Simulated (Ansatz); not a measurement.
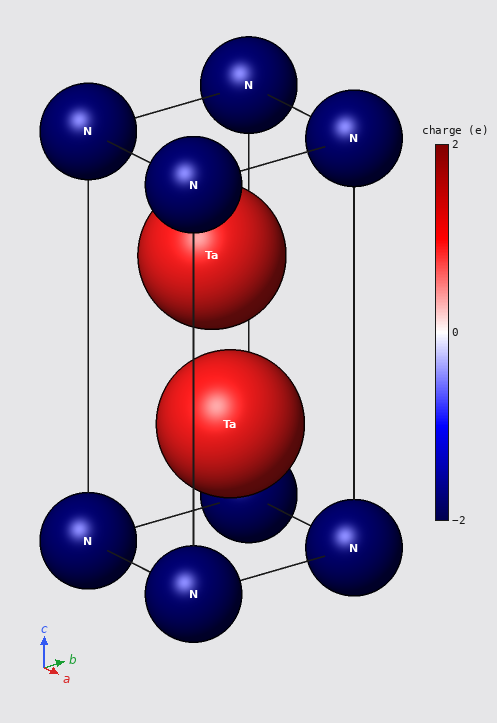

Structure drawing (spheres-only), viewed slightly off an axis. The lines enclose the simulation cell; boundary atoms appear with their images. The atoms of this Ta2N cell are coloured by their Bader charge.

Method used: DFT PBEsol, scalar-relativistic, plane waves, PAW in Ansatz 0.2.0. It ran with plane waves up to 420 eV, an 18×18×10 sampling of the Brillouin zone, Gaussian smearing of 0.1 eV, no spin polarisation.

Which atoms are positive and which negative?

Most positive: Ta; most negative: N. Charges: about Ta +0.9 e; N -1.8 e.

Source of the structure: a structure listed in the Materials Project. Earlier steps of the study may have refined or changed the cell and positions. Ansatz was used for an electronic-structure calculation on it.
